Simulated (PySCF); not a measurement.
C₆H₆O (phenol)

The calculation's input:

```
{"job": {"xc": "PBE0", "basis": "pcSseg-1", "solvent": "chloroform", "kind": "nmr", "pop": true}, "charge": 0, "multiplicity": 1}
O      2.318651     0.234518     0.230232
C      0.989993     0.035578     0.099428
C      0.094055     1.077675    -0.160375
C     -1.268285     0.810848    -0.283463
C     -1.751053    -0.489098    -0.150660
C     -0.852053    -1.525571     0.107642
C      0.509394    -1.271769     0.232593
H      2.510958     1.171007     0.115627
H      0.467382     2.101389    -0.266343
H     -1.957555     1.634308    -0.486109
H     -2.818972    -0.694626    -0.247057
H     -1.216356    -2.550480     0.214201
H      1.223379    -2.072542     0.434389
```

Launched as:

```sh
OMP_NUM_THREADS=1 python ens_run.py task.json out
```

Geometry: PBE0-D3(BJ)/def2-SVP.

Method: PySCF, PBE0/pcSseg-1, SCF density, in a chloroform solvent model, non-relativistic.

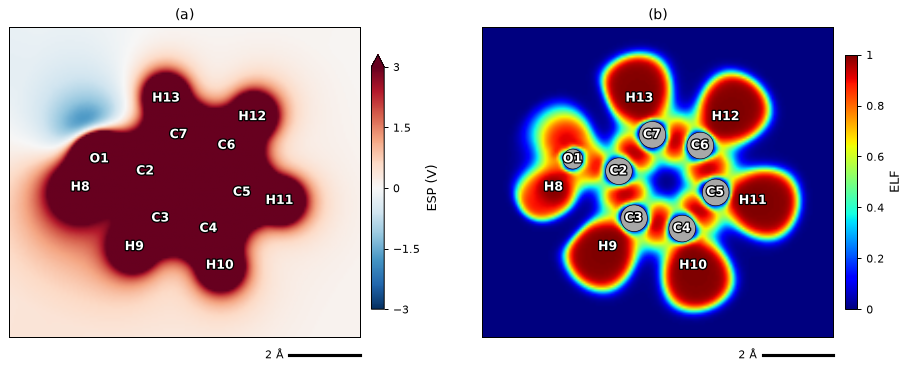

Figure 1. (a) molecular electrostatic potential; (b) ELF on the molecular plane. Grey discs cover the atomic cores in the ELF map.

**What do the fields say about this system?**

- The plane passes through O, C and H nuclei.
- C–O (1.35 Å): the ELF peaks at about 0.90 between the atoms: a shared but strongly polarised pair.
- C–C (1.39 Å): the ELF peaks at about 0.95 between the atoms (a covalent bond).
- O–H (0.96 Å): the ELF climbs to about 1 towards the hydrogen, as it does in any bond to H; an ordinary covalent bond to hydrogen.
- C–H (1.09 Å): the ELF climbs to about 1 towards the hydrogen; a covalent bond by its length.
- The ELF also peaks beside O1, away from the bonds: lone-pair regions.
- Outside the dense part of the molecule the potential is most negative (−1.7 V) near O1.

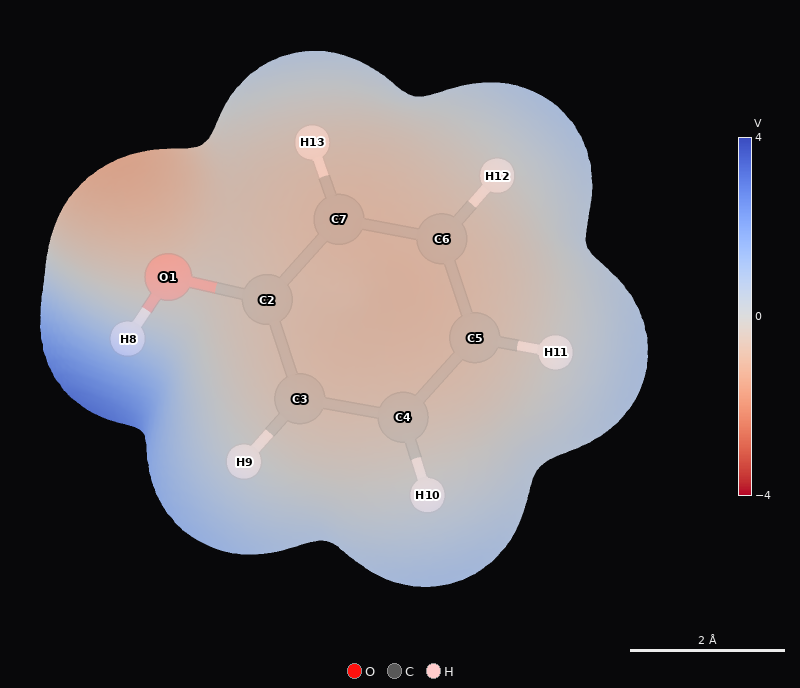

Figure 2. The electrostatic potential painted on the density surface at 0.002 e/bohr³, seen at a tilt; red is negative and blue positive.

**Describe the electrostatic potential map.**

The most negative region (about −1.3 V, or −30 kcal/mol for a unit charge) lies over O1, the most positive (about +3.0 V, or +69 kcal/mol for a unit charge) over H8. O1 is the likeliest acceptor of a hydrogen bond.

**How polar is the molecule by this calculation?**

Its dipole moment is 1.70 D.
